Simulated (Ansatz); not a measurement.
MgO: geometry relaxation (part 4 of 4)

The same run, continued: MgO (slab, 24 atoms in the cell); DFT PBE+D3(BJ), scalar-relativistic, plane waves, PAW, no spin polarisation (Ansatz 0.2.0); cutoff 420 eV, 3×3×1 k-mesh, Gaussian smearing of 0.05 eV. The structure derives from an entry of the Crystallography Open Database. The input holds or restrains some coordinates. Forces given for the steps count only the free coordinates. It belongs to a series of runs on one base structure; here: clean slab, lower planes held.

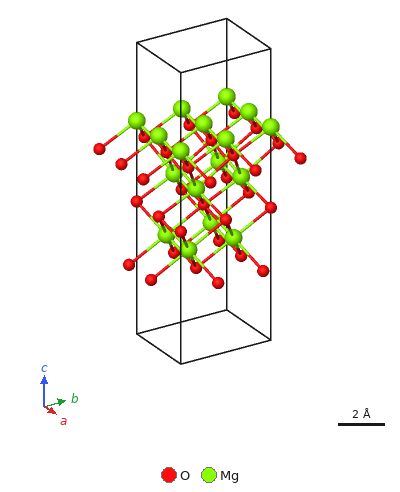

*The geometry at step 5 of the log (ball-and-stick view of the cell of the calculation, with the vacuum cut short, seen slightly off an axis; bonded neighbours outside the cell are drawn too).*

### The input
```yaml
crystal:
  lattice:
    - [5.9506164706, 0.0, 0.0]
    - [-2.9753082353, 5.1533850317, 0.0]
    - [0.0, 0.0, 22.0733225033]
  atoms:
    - { symbol: O, position: [0.1666666667, 0.3333333333, 0.3624284472] }
    - { symbol: O, position: [0.1666666667, 0.8333333333, 0.3624284472] }
    - { symbol: O, position: [0.6666666667, 0.3333333333, 0.3624284472] }
    - { symbol: O, position: [0.6666666667, 0.8333333333, 0.3624284472] }
    - { symbol: Mg, position: [0.3333333333, 0.1666666667, 0.4174570683] }
    - { symbol: Mg, position: [0.3333333333, 0.6666666667, 0.4174570683] }
    - { symbol: Mg, position: [0.8333333333, 0.1666666667, 0.4174570683] }
    - { symbol: Mg, position: [0.8333333333, 0.6666666667, 0.4174570683] }
    - { symbol: O, position: [0.5, 0.5, 0.4724856894] }
    - { symbol: O, position: [0.5, 0.0, 0.4724856894] }
    - { symbol: O, position: [0.0, 0.5, 0.4724856894] }
    - { symbol: O, position: [0.0, 0.0, 0.4724856894] }
    - { symbol: Mg, position: [0.6666666667, 0.3333333333, 0.5275143106] }
    - { symbol: Mg, position: [0.6666666667, 0.8333333333, 0.5275143106] }
    - { symbol: Mg, position: [0.1666666667, 0.3333333333, 0.5275143106] }
    - { symbol: Mg, position: [0.1666666667, 0.8333333333, 0.5275143106] }
    - { symbol: O, position: [0.8333333333, 0.6666666667, 0.5825429317] }
    - { symbol: O, position: [0.8333333333, 0.1666666667, 0.5825429317] }
    - { symbol: O, position: [0.3333333333, 0.6666666667, 0.5825429317] }
    - { symbol: O, position: [0.3333333333, 0.1666666667, 0.5825429317] }
    - { symbol: Mg, position: [0.0, 0.5, 0.6375715528] }
    - { symbol: Mg, position: [0.0, 0.0, 0.6375715528] }
    - { symbol: Mg, position: [0.5, 0.5, 0.6375715528] }
    - { symbol: Mg, position: [0.5, 0.0, 0.6375715528] }
basis:
  ecutwfc: 420
kpoints:
  mp_grid: { grid: [3, 3, 1] }
hamiltonian:
  xc: pbe
  dispersion: d3bj
scf:
  occupations: { method: gaussian, width: 0.05 }
output:
  forces: true
  eigenvalues: true
  write_density: true
  write_potential: true
  elf: true
  volumetric_format: npy
relax:
  adjacent_minimum: "off"
  f_tol: 0.03
  max_steps: 70
  constraints: [{ sites: [0, 1, 2, 3, 4, 5, 6, 7, 8, 9, 10, 11] }]
efield:
  axis: 3
  dipole_correction: true
  ramp_width: 0.04
```

Launched with:
```bash
ansatz run input.yaml --threads 4 --pin off --max-ram 10240MiB --backend cpu --events-out ev --progress --plain --runs-dir out
```

### Results in brief

| quantity | value |
| --- | --- |
| outcome | converged under the restraints of the input |
| electrons treated | 192 |
| free energy | −29912.9522 eV |
| work function, top face | 4.58 eV |
| work function, bottom face | 10.07 eV |
| Fermi energy | −1.421 eV |
| gap on the k-point mesh | none (metallic) |
| final volume | 676.90 Å³ |
| work function (upper face) | 4.58 eV |
| largest force (length of the vector) at the end, held atoms and coordinates included | 2.739 eV/Å |
| hardware | 4 threads of Arm Neoverse V2, 24 GiB of memory available, shared host |
| wall time | 38 s (CPU time 2.5 min) |
| peak memory | 1.3 GiB |

### Notes

The program warns: the exchange-correlation potential is rough where the density is thin.
